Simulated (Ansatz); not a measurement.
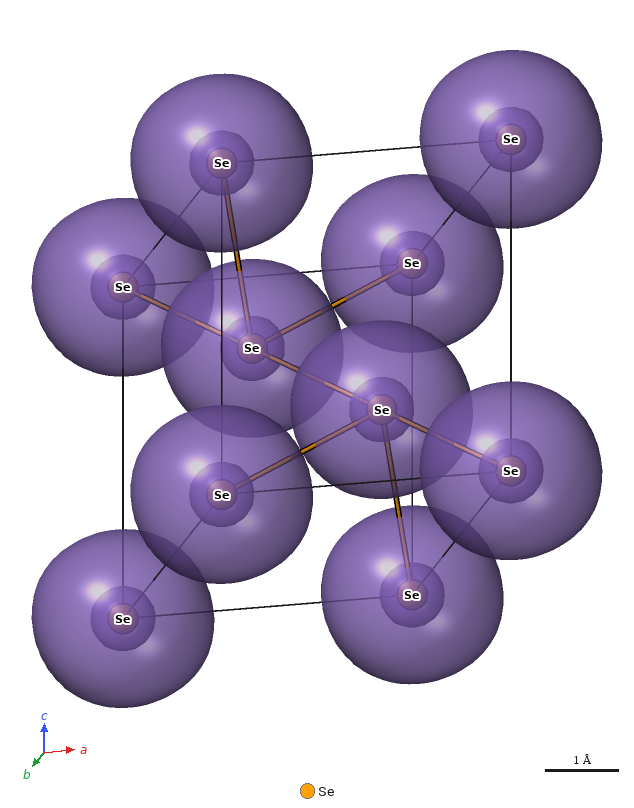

Figure. Se. Isosurface of the ELF at 0.55 (purple), seen at an oblique angle. Only the valence region is drawn (cores and ρ < 0.01 e/Å³ removed). Sticks mark near contacts.

Space group R-3m; a structure from a database of computed crystals, not necessarily the ambient phase; changed on purpose from its base cell (strained and moved within a subgroup); computed pressure about −5 GPa in this cell.

These are results of DFT PBE, scalar-relativistic, plane waves, PAW in Ansatz, not measurements.

Core electrons are frozen (PAW), and the valence fields are smoothed inside the atomic spheres.

> Identify the bonds, lone pairs and shells in this picture.

The ELF exceeds this value in three regions wrapped around Se (the valence shell of each), counted in one cell of 3 atoms. Any copies at cell faces, edges or corners count once.

Values along the shortest contacts:
Se–Se (2.91 Å): the ELF is about 0.40 at the midpoint.

> Metal or insulator at this level of theory?

It is gapless in this calculation (a metal or semimetal).
